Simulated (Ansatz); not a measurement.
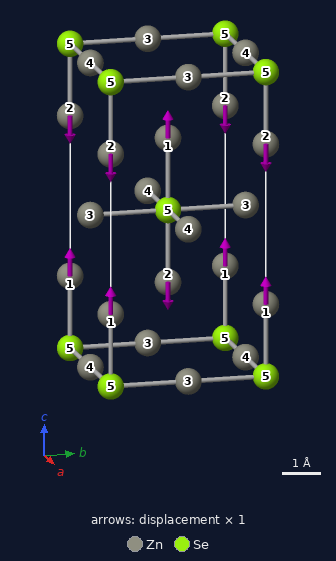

This is a relaxation of solid Zn4Se (a generated structure, set up in I4/mmm) (coarse preliminary run). The starting structure is drawn; purple arrows show the displacements (the part carried along by the change of the cell is left out), at their true length.

Style: ball-and-stick. Shown: the conventional cell (2 times the calculation's cell), slightly off an axis. Lengths and directions refer to the drawn axes.

Level of theory: Ansatz 0.2.0, DFT PBE, scalar-relativistic, plane waves, PAW. (plane-wave cutoff 420 eV; k-point mesh 6 × 6 × 6; occupations gaussian; smearing width 0.1 eV; no spin polarisation; cell and atoms relaxed; force threshold 0.04 eV/Å; at most 70 steps)

Q: Describe the change and its energy.

A: The largest moves relative to the cell, 0.77 Å, are those of Zn1 and Zn2. Zn1 goes along +c. Se stays in place. The drawn cell changes as follows: a = b 4.265 → 5.077 Å (+19.0 %), c 8.351 → 8.307 Å (−0.5 %); the volume changes by +41.0 %. Among the contacts that change: Zn1–Se5 1.979 → 2.739 Å, Zn3–Se5 2.132 → 2.538 Å. The space group stays I4/mmm (No. 139). The energy falls by 1403 meV per atom in 9 accepted moves (11 points after the start). Largest force component: 8.9 eV/Å at the start, 0.0087 eV/Å at the end. The pressure goes from 54.12 to −0.06 GPa. At 2 points the geometry stayed and the basis and grid were re-selected for the new cell (energy shift of 21.1 meV per atom at most each time). Cost: 100 s on 1 thread of Arm Neoverse V2 (shared host), peak memory 0.43 GiB.
